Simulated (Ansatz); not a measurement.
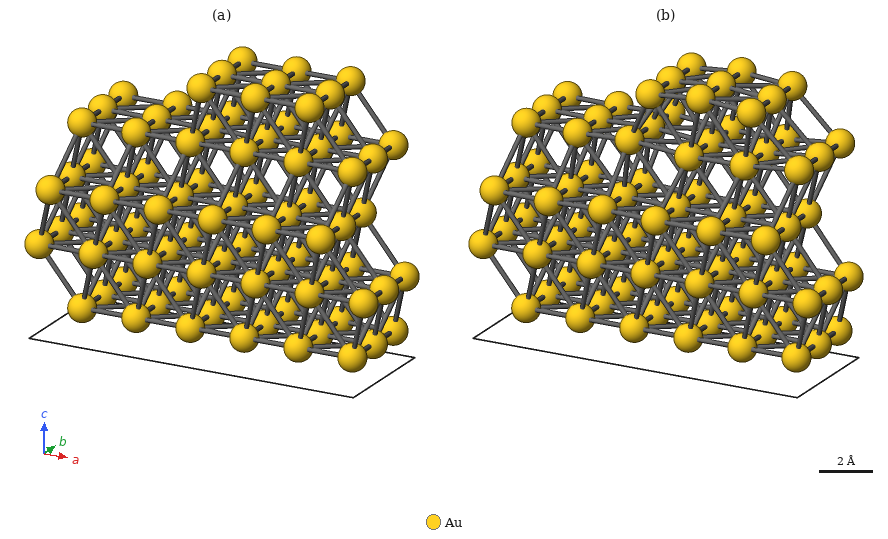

The structure of a slab of composition Au (cut from the Fm-3m phase) before (left) and after (right) a constrained relaxation, at one scale.

The picture is a ball-and-stick view of the 1 × 3 repeat of the cell, outlined in the plane, without the vacuum (origin shifted), seen slightly off an axis.

Case: stripe over 3 of 6 cells, two steps. 12 atoms are held fixed.

Computed with DFT PBE, scalar-relativistic, plane waves, PAW (Ansatz 0.2.0). (plane-wave cutoff 420 eV; k-point mesh 2 × 12 × 1; occupations gaussian; smearing width 0.1 eV; no spin polarisation; dipole correction; atoms relaxed in a fixed cell; force threshold 0.02 eV/Å; at most 45 steps)

### What changed between the two?

The largest move is that of an Au atom, 0.30 Å at 41° to the normal (−c side). The cell stays as it was. Near-neighbour distances that change, for instance: Au–Au 2.940 → 3.141 Å, Au–Au 2.940 → 2.797 Å, Au–Au 2.940 → 2.817 Å, Au–Au 2.940 → 3.057 Å. After 3 accepted moves (4 points after the start) the energy has fallen by 0.226 eV per cell of the calculation. The largest force component goes from 0.38 to 0.0094 eV/Å. 1 step only repeated the SCF at the same geometry.
